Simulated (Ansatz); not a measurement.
**W15S32 (cell charge −2, with a compensating background) (cell with a defect): density, localisation and related maps**

The calculation's input:

```
crystal:
  lattice:
    - [0.0, 7.3617871071, -7.4744493696]
    - [6.375494652, -3.6808935536, -7.4744493696]
    - [-6.375494652, -3.6808935536, -7.4744493696]
  atoms:
    - { symbol: W, position: [0.2526295771, 1.0009661771, 0.7443509583] }
    - { symbol: W, position: [0.4994858583, 0.7494858583, 0.7490252851] }
    - { symbol: W, position: [0.9943509583, 0.5026295771, 0.5009661771] }
    - { symbol: W, position: [0.7509661771, 0.5026295771, 0.7443509583] }
    - { symbol: W, position: [0.2526295771, 0.2443509583, 0.5009661771] }
    - { symbol: W, position: [0.5012914184, 0.9983511574, 0.4983511574] }
    - { symbol: W, position: [0.9990252851, 0.7494858583, 0.2494858583] }
    - { symbol: W, position: [0.7483511574, 0.7512914184, 0.4983511574] }
    - { symbol: W, position: [0.2487539678, 0.4987539678, 0.2504690842] }
    - { symbol: W, position: [0.4994858583, 0.2490252851, 0.2494858583] }
    - { symbol: W, position: [0.9943509583, 1.0009661771, 1.0026295771] }
    - { symbol: W, position: [0.7483511574, 0.9983511574, 0.2512914184] }
    - { symbol: W, position: [0.2487539678, 0.7504690842, 0.9987539678] }
    - { symbol: W, position: [0.5004690842, 0.4987539678, 0.9987539678] }
    - { symbol: W, position: [0.7509661771, 0.2443509583, 1.0026295771] }
    - { symbol: S, position: [0.5952939219, 0.8452939219, 0.3452939219] }
    - { symbol: S, position: [0.8445969557, 0.598375464, 0.344472122] }
    - { symbol: S, position: [0.0950554848, 0.3450554848, 0.3504668567] }
    - { symbol: S, position: [0.594472122, 0.0945969557, 0.098375464] }
    - { symbol: S, position: [0.348375464, 0.0945969557, 0.344472122] }
    - { symbol: S, position: [0.8445969557, 0.844472122, 0.098375464] }
    - { symbol: S, position: [0.0961848814, 0.595991799, 0.095991799] }
    - { symbol: S, position: [0.6004668567, 0.3450554848, 0.8450554848] }
    - { symbol: S, position: [0.345991799, 0.3461848814, 0.095991799] }
    - { symbol: S, position: [0.8428894429, 0.0928894429, 0.8534061687] }
    - { symbol: S, position: [0.0950554848, 0.8504668567, 0.8450554848] }
    - { symbol: S, position: [0.594472122, 0.598375464, 0.5945969557] }
    - { symbol: S, position: [0.345991799, 0.595991799, 0.8461848814] }
    - { symbol: S, position: [0.8428894429, 0.3534061687, 0.5928894429] }
    - { symbol: S, position: [0.1034061687, 0.0928894429, 0.5928894429] }
    - { symbol: S, position: [0.348375464, 0.844472122, 0.5945969557] }
    - { symbol: S, position: [0.736707193, 0.986707193, 0.486707193] }
    - { symbol: S, position: [0.9849173751, 0.7387124262, 0.4848609384] }
    - { symbol: S, position: [0.233299268, 0.483299268, 0.4887714429] }
    - { symbol: S, position: [0.7348609384, 0.2349173751, 0.2387124262] }
    - { symbol: S, position: [0.4887124262, 0.2349173751, 0.4848609384] }
    - { symbol: S, position: [0.9849173751, 0.9848609384, 0.2387124262] }
    - { symbol: S, position: [0.2360277918, 0.735884931, 0.235884931] }
    - { symbol: S, position: [0.7387714429, 0.483299268, 0.983299268] }
    - { symbol: S, position: [0.485884931, 0.4860277918, 0.235884931] }
    - { symbol: S, position: [0.9820604498, 0.2320604498, 0.9925246991] }
    - { symbol: S, position: [0.233299268, 0.9887714429, 0.983299268] }
    - { symbol: S, position: [0.7348609384, 0.7387124262, 0.7349173751] }
    - { symbol: S, position: [0.485884931, 0.735884931, 0.9860277918] }
    - { symbol: S, position: [0.9820604498, 0.4925246991, 0.7320604498] }
    - { symbol: S, position: [0.2425246991, 0.2320604498, 0.7320604498] }
    - { symbol: S, position: [0.4887124262, 0.9848609384, 0.7349173751] }
  host:
    lattice:
      - [1.593873663, 0.9202233884, 7.4744493696]
      - [-1.593873663, 0.9202233884, 7.4744493696]
      - [0.0, -1.8404467768, 7.4744493696]
    atoms:
      - { symbol: W, position: [0.0006774491, 0.0006774491, 0.0006774491] }
      - { symbol: S, position: [0.4040742703, 0.4040742703, 0.4040742703] }
      - { symbol: S, position: [0.2639482806, 0.2639482806, 0.2639482806] }
total_charge: -2
basis:
  ecutwfc: 420
  xc_grid: 2
kpoints:
  mp_grid: { grid: [2, 2, 2], shift: [0.0, 0.0, 0.0] }
hamiltonian:
  xc: pbe
scf:
  occupations: { method: gaussian, width: 0.01 }
output:
  forces: true
  stress: false
  eigenvalues: true
  charged_corrections:
    defect_position: [0.99932255, 0.24932255, 0.74932255]
    epsilon: [[11.5894, 0.0, 0.0], [0.0, 11.5894, 0.0], [0.0, 0.0, 3.2073]]
  write_density: true
  write_potential: true
  elf: true
  volumetric_format: npy
relax:
  adjacent_minimum: "off"
  f_tol: 0.025
  max_steps: 45
```

Run with:

```sh
ansatz run input.yaml --threads 4 --pin off --max-ram 10240MiB --backend cpu --events-out ev --progress --plain --runs-dir out
```

Computed with Ansatz, DFT PBE, scalar-relativistic, plane waves, PAW.

The density is the valence pseudo-density of a PAW calculation; it isn't the true density close to the nuclei.

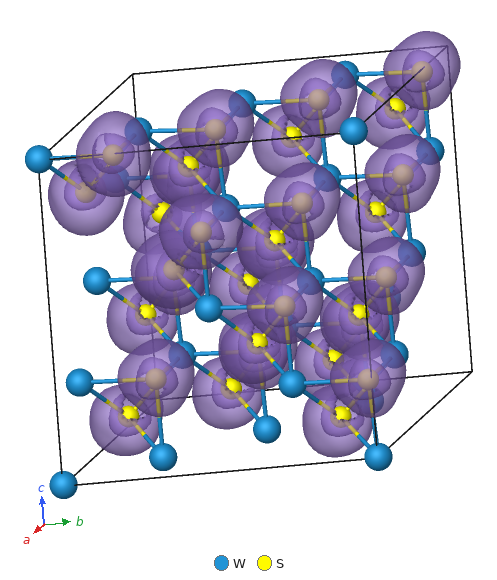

Figure 1. Isosurface of the ELF at 0.75 (purple), seen slightly off an axis. Only the valence region is drawn (cores and ρ < 0.01 e/Å³ removed). Sticks mark near contacts.

Q: Where are the electrons localised?

A: The ELF exceeds this value in 32 regions wrapped around S (the valence shell of each), counted in one cell of 47 atoms. Any copies at cell faces, edges or corners count once.


W–S (2.37 Å): the ELF peaks at about 0.85 in the valence shell of S, 0.8 Å from its nucleus, and is about 0.50 at the midpoint. W–S (2.41 Å): the ELF peaks at about 0.85 in the valence shell of S, 0.8 Å from its nucleus, and is about 0.50 at the midpoint.

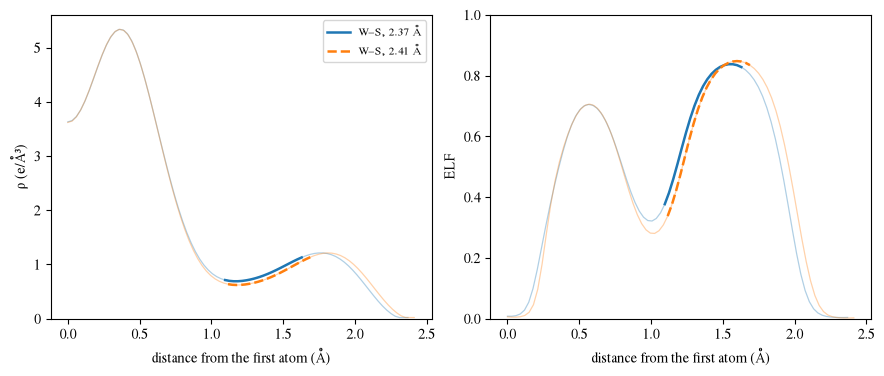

Figure 2. Valence pseudo-density and ELF along straight lines between neighbouring atoms. Thin, pale parts lie inside the atomic spheres.

Q: Compare the contacts.

A: W–S (2.37 Å): ρ is about 0.69 e/Å³ halfway; the ELF peaks at about 0.85 in the valence shell of S, 0.8 Å from its nucleus, and is about 0.50 at the midpoint.
W–S (2.41 Å): ρ is about 0.62 e/Å³ halfway; the ELF peaks at about 0.85 in the valence shell of S, 0.8 Å from its nucleus, and is about 0.50 at the midpoint.

Q: Metal or insulator at this level of theory?

A: It is gapless in this calculation (a metal or semimetal).
